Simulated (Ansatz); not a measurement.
HfSiO4

Input

```
crystal:
  lattice:
    - [5.1875320897, -1.8726440613, 0.0506656141]
    - [5.1875320897, 1.8726440613, 0.0506656141]
    - [-2.7119058065, 0.0, 6.8538669903]
  atoms:
    - { symbol: Hf, position: [0.8523383309, 0.8523383309, 0.8047613804] }
    - { symbol: Hf, position: [0.1476616691, 0.1476616691, 0.1952386196] }
    - { symbol: O, position: [0.3670207251, 0.3670207251, 0.3052821142] }
    - { symbol: O, position: [0.0762741095, 0.0762741095, 0.8996849085] }
    - { symbol: O, position: [0.9237258905, 0.9237258905, 0.1003150915] }
    - { symbol: O, position: [0.7176266032, 0.7176266032, 0.2311596962] }
    - { symbol: Si, position: [0.8987924915, 0.8987924915, 0.3220938278] }
    - { symbol: Si, position: [0.1012075085, 0.1012075085, 0.6779061722] }
    - { symbol: O, position: [0.2823733968, 0.2823733968, 0.7688403038] }
    - { symbol: O, position: [0.08093777, 0.08093777, 0.4287244855] }
    - { symbol: O, position: [0.91906223, 0.91906223, 0.5712755145] }
    - { symbol: O, position: [0.6329792749, 0.6329792749, 0.6947178858] }
kpoints:
  mp_grid: { grid: [8, 8, 4] }
  band_path:
    path:
      - [[0.0, 0.0, 0.0], [-0.2873892265385, 0.2873892265385, -3.813040546721e-18]]
      - [[-0.7126107734615, -0.2873892265385, 4.227482956457e-17], [-0.5, -0.5, 4.227482956457e-17], [0.0, 0.0, 0.0], [-0.5, -0.5, 0.5], [-0.7314958243802, -0.2685041756198, 0.5]]
      - [[-0.2685041756198, 0.2685041756198, 0.5], [7.419984812048e-19, 7.899239528211e-19, 0.5], [0.0, 0.0, 0.0]]
      - [[-0.5, -1.939245770607e-17, 0.5], [0.0, 0.0, 0.0], [-0.5, -2.785326808381e-17, 2.113741478229e-17]]
    npoints: 10
hamiltonian:
  xc: pbe
scf:
  occupations: { method: fermi_dirac, width: 0.02 }
  n_extra_bands: 7
output:
  forces: true
  stress: true
  eigenvalues: true
  write_density: true
  write_potential: true
  elf: true
  volumetric_format: npy
```

Below, planes, directions and counts refer to the conventional cell (a = 10.38 Å, b = 3.75 Å, c = 7.37 Å, α = 90.00°, β = 111.03°, γ = 90.00°).

Space group C2/m; a structure from a database of computed crystals, not necessarily the ambient phase; started from the anatase host prototype, which need not be the ambient phase; computed pressure about 6 GPa in this cell.

The calculation used DFT, PBE, plane waves, PAW (Ansatz).

In a PAW calculation such maps are meaningful between the atoms, not at the nuclei.

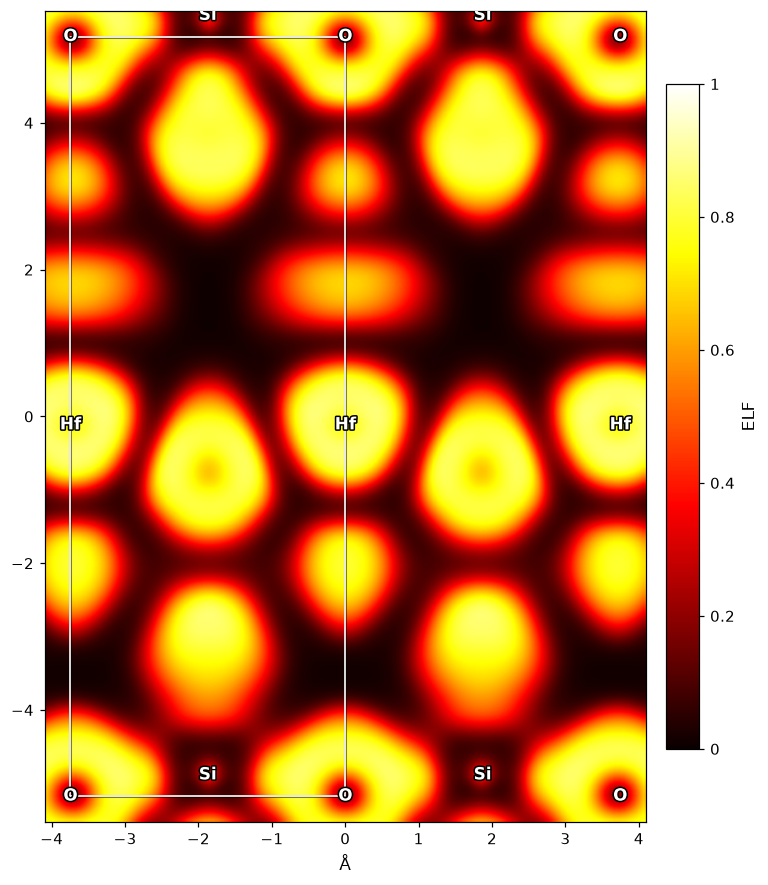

Figure 1. Electron localisation function on the (101̄) plane of the conventional cell.

### Interpret the plot.

- The plane passes through Hf, O and Si nuclei.
- Atoms just off the plane (Hf, 0.8 Å away and O, 0.3 Å away) can leave unmarked features too.
- Si–O (1.90 Å): the ELF peaks at about 0.85 between the atoms.
- The features right at Hf lie inside the PAW spheres, where the map follows smoothed inner orbitals and isn't to be read closely.

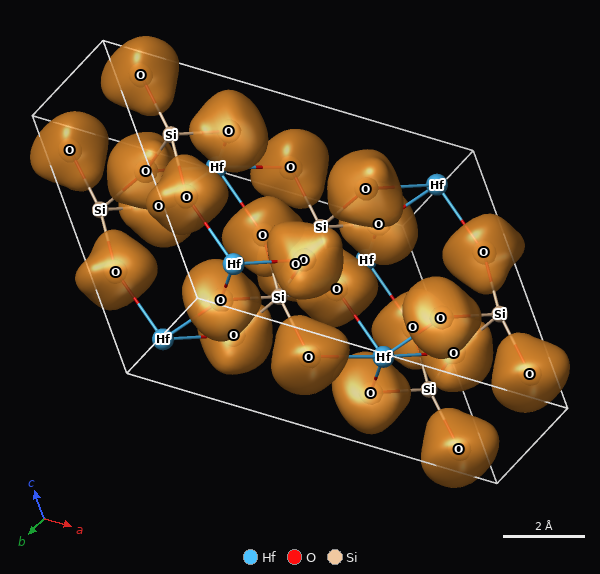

Figure 2. Isosurface of the electron localisation function at 0.6 (orange), seen at an oblique angle. Core shells and regions of very low density are left out. Sticks mark near contacts.

### What do the ELF domains correspond to?

The ELF exceeds this value in 16 regions on O in which the atom's valence shell and bonds are merged, counted in one cell of 24 atoms. Any copies at cell faces, edges or corners count once. Profiles from the grid: Si–O (1.74 Å): the ELF peaks at about 0.85 between the atoms. Hf–O (1.99 Å): the ELF peaks at about 0.85 in the valence shell of O, 0.6 Å from its nucleus, and drops to about 0.20 between the two atoms (no shared electron pair shows on this line).

### Does the calculation give a band gap?

It is gapped, with a Kohn–Sham gap of 4.3 eV on the k-point mesh, an upper bound to the gap of this method.
